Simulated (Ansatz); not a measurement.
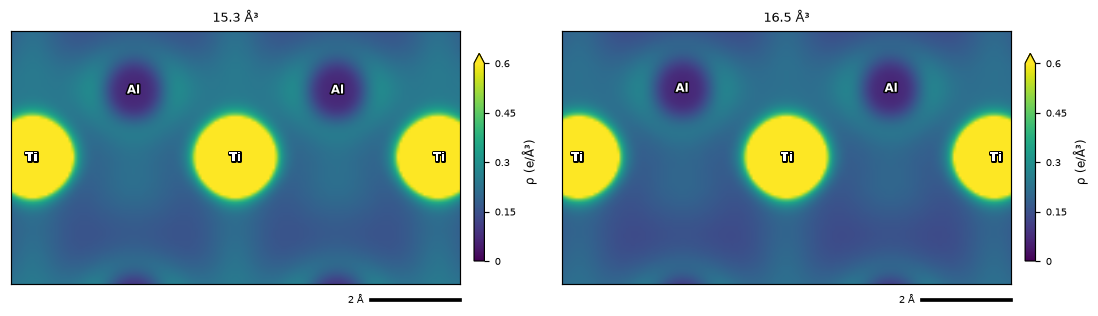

TiAl. The valence electron density of cells scaled evenly to different volumes (given per atom above each panel), on the (110) plane of each (indices in the axes of the cell below), at one length scale and on one colour scale.

A structure from a database of computed crystals, not necessarily the ambient phase; computed without spin polarisation.

The calculation used DFT LDA, scalar-relativistic, plane waves, PAW (Ansatz).

Core electrons are frozen (PAW), and the valence fields are smoothed inside the atomic spheres.

The largest cell:

```xyz
2
Lattice="2.8589 0.0000 0.0000 -1.4294 2.4759 0.0000 0.0000 0.0000 4.6676" Properties=species:S:1:pos:R:3 pbc="T T T"
Ti    0.0459    0.0000    0.0000
Al   -0.0813    1.6506    2.3338
```

| volume (Å³/atom) | Ti–Al contact in the plane (Å) | ρ at its midpoint (e/Å³) | pressure (GPa) | 
| --- | --- | --- | --- |
| 15.33 | 2.728 | 0.232 | 3.3 | 
| 16.11 | 2.774 | ? | ? | 
| 16.52 | 2.797 | 0.213 | −5.2 | 

Estimate the missing row, and compare with the calculation.

Over the known rows ln ρ falls by 1.24 per Å of Ti–Al distance (the line through the two), which gives 0.219 e/Å³ at 2.774 Å; the calculation gives 0.219 e/Å³. For the pressure, a straight line in volume between the neighbouring rows gives −2.3 GPa; the calculation gives −2.6, lower because pressure rises ever faster on compression.
